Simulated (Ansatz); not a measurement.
Cu

```
Cu
1.0
     4.23096    0.00000    0.00000
    -2.11548    3.66412    0.00000
     0.00000    0.00000    2.54183
Cu
3
Direct
  0.00000 0.00000 0.00000
  0.33333 0.66667 0.50000
  0.66667 0.33333 0.50000
```

Space group P6/mmm; set up as Cu, omega (AlB2-type); a generated structure, not necessarily the stable one; changed on purpose from its base cell (volume × 1.04); computed pressure about −4 GPa in this cell; computed without spin polarisation.

All numbers below come from DFT, RPBE, plane waves (420 eV) with PAW, scalar-relativistic (Ansatz 0.2.0).

### Predict the valence pseudo-density and electron localisation function between the atoms.

Cu–Cu (2.54 Å): ρ at the midpoint is about 0.3 e/Å³, with its minimum of 0.26 e/Å³ about 1.4 Å from Cu; the ELF is about 0.20 at the midpoint (no shared electron pair shows on this line).

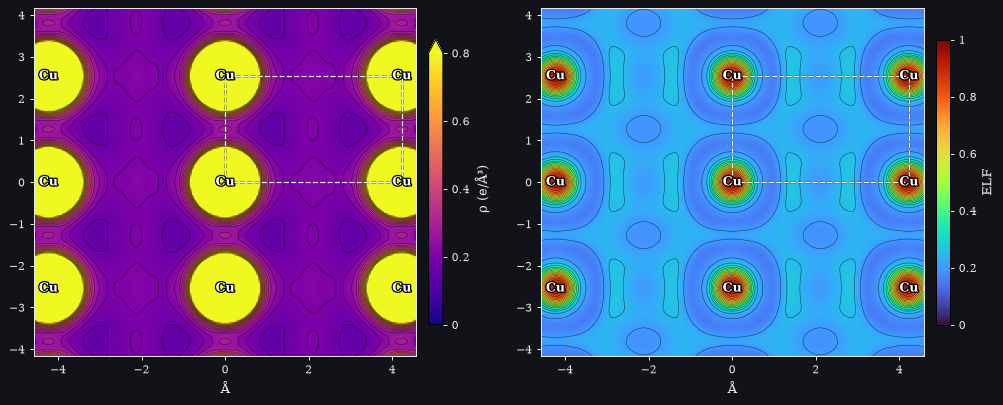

Computed valence pseudo-density and electron localisation function on the (100) plane of the conventional cell, in this order. 

In a PAW calculation such maps are meaningful between the atoms, not at the nuclei.
